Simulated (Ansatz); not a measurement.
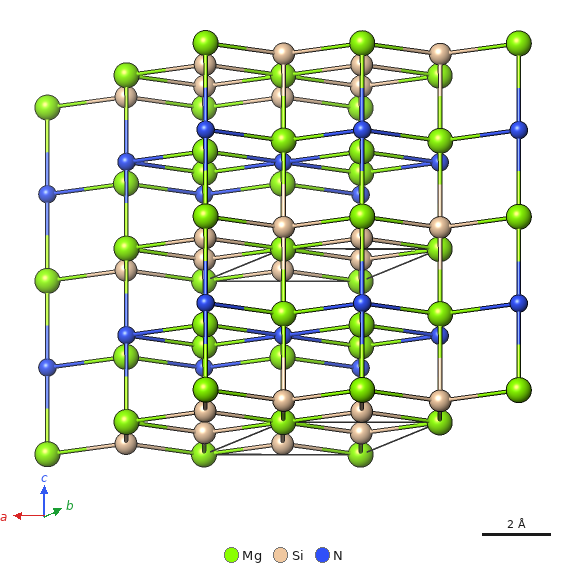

This is the input geometry for a relaxation of a crystal of Mg₃Si₂N (a generated structure, set up in P6/mmm). The picture is a ball-and-stick view of the cell of the calculation, repeated 2 × 2 × 2 with one cell outlined, seen from a free direction.

These are results of Ansatz, DFT PBE, scalar-relativistic, plane waves, PAW, not measurements.

Input file:
```yaml
crystal:
  lattice:
    - [4.6410864418, 0.0, 0.0]
    - [-2.3205432209, 4.0192987597, 0.0]
    - [0.0, 0.0, 5.2906694429]
  atoms:
    - { symbol: Mg, position: [0.0, 0.0, 0.0] }
    - { symbol: Mg, position: [0.3333333333, 0.6666666667, 0.5] }
    - { symbol: Mg, position: [0.6666666667, 0.3333333333, 0.5] }
    - { symbol: Si, position: [0.3333333333, 0.6666666667, 0.0] }
    - { symbol: Si, position: [0.6666666667, 0.3333333333, 0.0] }
    - { symbol: "N", position: [0.0, 0.0, 0.5] }
basis:
  ecutwfc: 420
kpoints:
  mp_grid: { grid: [12, 12, 8] }
hamiltonian:
  xc: pbe
scf:
  occupations: { method: gaussian, width: 0.1 }
output:
  forces: true
  stress: true
  eigenvalues: true
relax:
  adjacent_minimum: "off"
  f_tol: 0.01
  max_steps: 80
  cell: { stress_tol: 0.05 }
```

Command:
```bash
ansatz run input.yaml --threads 1 --pin off --max-ram 2560MiB --backend cpu --events-out ev --progress --plain --runs-dir out
```

**Predict the outcome.**

The energy falls by 0.2 meV per atom in 3 accepted moves (4 points after the start). All forces vanish by symmetry, so only the cell relaxes. The pressure goes from −0.17 to 0.00 GPa. The SCF was repeated once at an unchanged geometry on a basis and grid sized afresh for the cell, which shifted the energy by less than 0.05 meV per atom at most. The atoms keep their places relative to the cell (all moves are under 0.005 Å). The volume changes by −0.2 %, with a = b 4.641 → 4.648 Å (+0.1 %), c 5.291 → 5.264 Å (−0.5 %). Near-neighbour distances that change, for instance: Mg2–Si4 2.645 → 2.632 Å, Mg1–N6 2.645 → 2.632 Å. The space group stays P6/mmm (No. 191).

Final geometry:

```
CELL_PARAMETERS angstrom
4.64790 0.00000 0.00000
-2.32395 4.02520 0.00000
0.00000 0.00000 5.26388
ATOMIC_POSITIONS crystal
Mg 0.00000 0.00000 0.00000
Mg 0.33333 0.66667 0.50000
Mg 0.66667 0.33333 0.50000
Si 0.33333 0.66667 0.00000
Si 0.66667 0.33333 0.00000
N 0.00000 0.00000 0.50000
```
